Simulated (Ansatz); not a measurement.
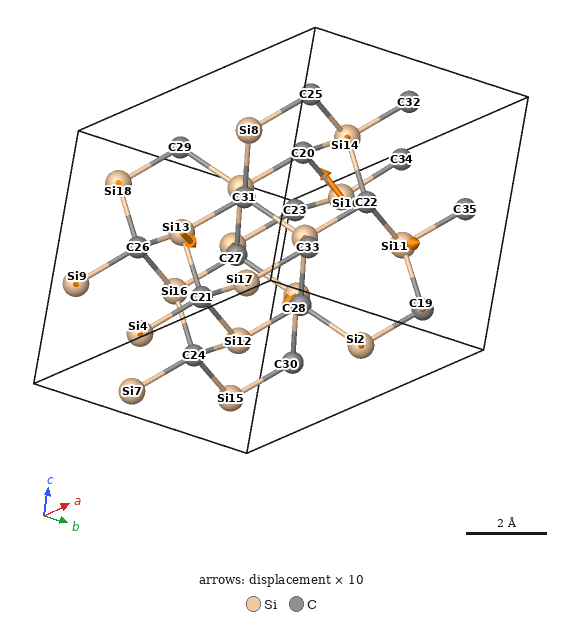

This is a relaxation of a defect cell of composition Si$_{18}$C$_{17}$ (cell charge +1). The starting structure is drawn; orange arrows show the displacements, 10 times their true length.

Style: ball-and-stick. Shown: the cell of the calculation, from a free direction.

Case: C vacancy (site b), charge +1, atoms relaxed at the host's cell.

Theory: DFT PBE, scalar-relativistic, plane waves, PAW (Ansatz 0.2.0). (plane-wave cutoff 420 eV; k-point mesh 2 × 2 × 2; occupations gaussian; smearing width 0.01 eV; mesh shifted by (0.5, 0.5, 0.5); collinear spin; atoms relaxed in a fixed cell; force threshold 0.025 eV/Å; at most 45 steps)

Which element moves most?

Silicon: up to 0.094 Å, against 0.011 Å for carbon.

What did the optimiser do to the structure, and how much energy did it gain?

Over 3 accepted moves (4 points after the start) the energy falls by 0.182 eV per cell of the calculation. Largest force component: 1.3 eV/Å at the start, 0.014 eV/Å at the end. 1 step only repeated the SCF at the same geometry. The atom that moves furthest is a Si atom (0.094 Å roughly along [−1 −2 3]). By element the largest moves are Si 0.094 Å, C 0.011 Å. The cell stays as it was. Some distances before and after: C–Si 1.940 → 1.881 Å, C–Si 1.926 → 1.890 Å, C–Si 1.900 → 1.882 Å, C–Si 1.905 → 1.917 Å. Among the angles between lasting bonds that change: C–Si–C 106.9° → 110.8°, C–Si–C 108.3° → 110.8°, Si–C–Si 110.3° → 107.8°. Cost: 96 s on 4 threads of Arm Neoverse V1, with other jobs on the host, peak memory 1.1 GiB.

Limits of the set-up: the periodic images lie only 7.4 Å apart, so the values are limited by the cell's size; the cell is charged, on a uniform background, and energies carry no finite-size correction.
